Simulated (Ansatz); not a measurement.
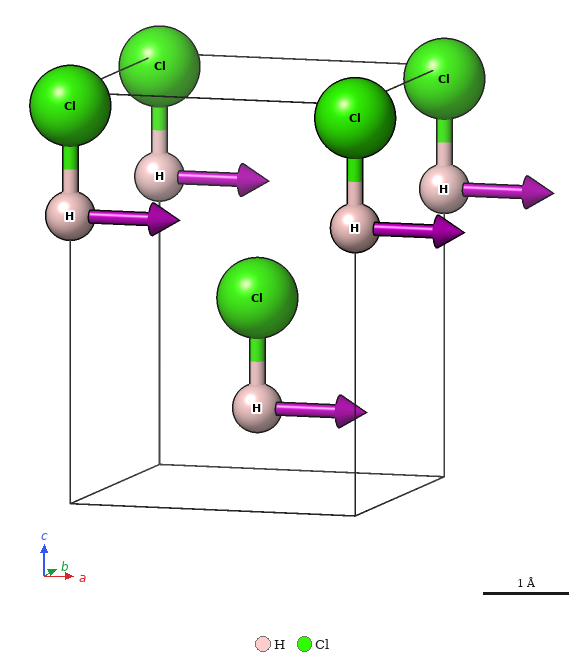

Lattice vibrations of a crystal of HCl relaxed at 1 GPa, at the zone centre. The optical levels lie at 151 (×2), 2676 cm⁻¹. One mode is drawn. The purple arrows are the displacements of the atoms (eigenvector over the root of the mass), of arbitrary overall length and sign. A ball-and-stick model of the conventional cell (2 times the calculation's cell), seen slightly off an axis. Lengths and directions refer to the drawn axes.

Theory: Ansatz 0.2.0, DFT LDA, scalar-relativistic, plane waves, PAW. Settings: plane-wave cutoff 420 eV; k-point mesh 10 × 10 × 10; occupations fixed; target pressure 1 GPa; no spin polarisation.

Frequencies are those without the non-analytic (LO–TO) term.

Q: To which level does it belong?

A: The level at 151 cm⁻¹. This is the E mode (doubly degenerate; one member of the set is drawn), the lowest optical level, infrared- and Raman-active by symmetry. The Cl atoms hardly move; the H sublattice moves as a whole against them, along a; the Cl–H bond lengths don't change to first order, so for these it is a bending, tilting or sliding motion; the kinetic energy is shared as H 97 %, Cl 3 %. Its infrared intensity is 7.8 (D/Å)²/amu for the set.
